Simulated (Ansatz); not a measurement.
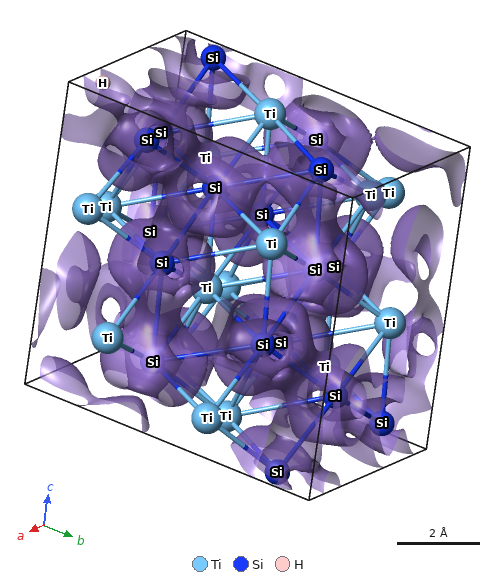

Ti8Si16H (cell with a defect). Isosurface of the ELF at 0.6 (purple), seen slightly off an axis. Core shells and regions of very low density are left out. Sticks mark near contacts.

Computed without spin polarisation.

Method: Ansatz 0.2.0, DFT PBE, scalar-relativistic, plane waves, PAW.

Core electrons are frozen (PAW), and the valence fields are smoothed inside the atomic spheres.

```xyz
25
Lattice="4.8077 4.1352 4.2796 -4.8077 4.1352 -4.2796 -4.8077 -4.1352 4.2796" Properties=species:S:1:pos:R:3 pbc="T T T"
Ti   -1.2204    2.0613    2.1423
Ti   -6.0227    2.0568    2.1468
Ti    1.1793    2.0527    6.4256
Ti    1.2018    6.1831    2.1567
Ti    2.3853    4.1356    4.2566
Ti   -2.4308    4.1291    4.2757
Ti   -0.0215   -0.0071    4.2773
Ti   -0.0207    4.1343   -0.0026
Si   -3.6262    4.8420   -2.1349
Si   -3.6202    0.7053    2.1295
Si   -1.2209    4.8507    2.1441
Si   -1.2212    0.8786    6.3722
Si    1.1595    3.3935    2.1320
Si   -3.5949    3.3995    2.1233
Si   -1.2084   -0.7382    2.1198
Si   -6.0302   -0.6862    2.1397
Si   -2.4407    5.4589    0.0075
Si   -2.4272    1.3061    4.2564
Si   -4.8315    1.3413   -0.0011
Si    0.0081    1.3812    0.0288
Si   -2.4143    2.7891    0.0038
Si   -2.4153   -1.3421    4.2820
Si   -0.0218    2.7890    4.2802
Si   -4.7364    2.7028    4.3042
H    -1.0505   -0.5460    7.4544
```

**Where are the electrons localised?**

The surface consists of one network that runs through the whole crystal, counted in one cell of 25 atoms. Regions shared between cells count once. Along the contacts the grid gives the following. Ti–H (1.83 Å): the ELF climbs to about 1 towards the hydrogen. Si–Si (2.47 Å): the ELF peaks at about 0.80 between the atoms.
